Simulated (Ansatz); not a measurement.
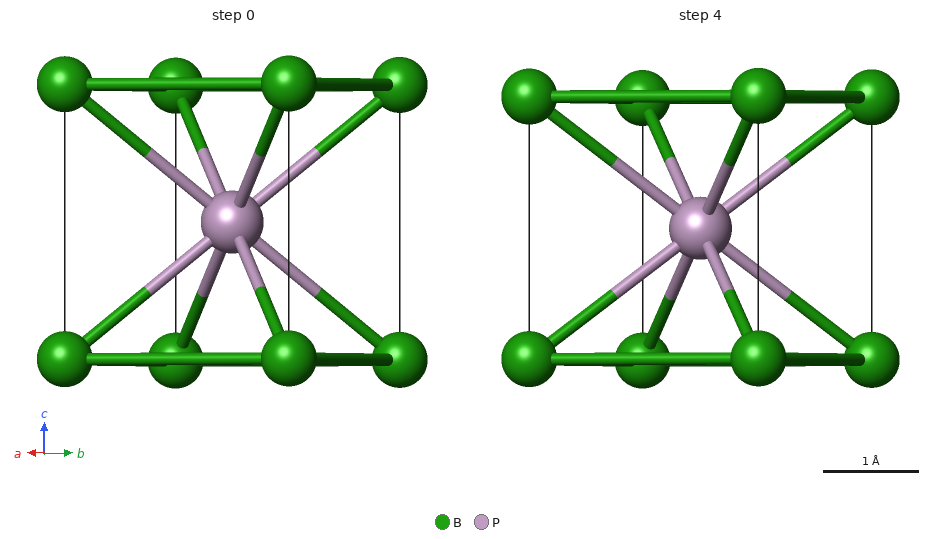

The structure of crystalline BP (a generated structure, set up in P4/mmm) before (left) and after (right) a relaxation, at one scale.

Style: ball-and-stick. Shown: the cell of the calculation, from a free direction.

All numbers below come from Ansatz 0.2.0, DFT PBE, scalar-relativistic, plane waves, PAW. Set-up: plane-wave cutoff 420 eV; k-point mesh 20 × 20 × 20; occupations gaussian; smearing width 0.1 eV; no spin polarisation; cell and atoms relaxed; force threshold 0.01 eV/Å; at most 80 steps.

### Summarise the run.

After 3 accepted moves (4 points after the start) the energy has fallen by 21.3 meV per cell of the calculation. All forces vanish by symmetry, so only the cell relaxes. Pressure: −0.37 GPa at the start and 0.02 GPa at the end. At 1 point the geometry stayed and the basis and grid were re-selected for the new cell (energy shift of 0.2 meV per cell of the calculation at most each time). The atoms keep their places relative to the cell (all moves are under 0.005 Å). Cell: a = b 2.632 → 2.691 Å (+2.2 %), c 2.894 → 2.764 Å (−4.5 %). Volume −0.2 %. Among the contacts that change: B–B 2.632 → 2.691 Å, P–P 2.632 → 2.691 Å, B–P 2.358 → 2.352 Å. The space group stays P4/mmm (No. 123). Cost: 71 s on 1 thread of Intel(R) Xeon(R) Platinum 8259CL CPU @ 2.50GHz (Skylake/Cascade Lake) (shared host), peak memory 0.53 GiB.
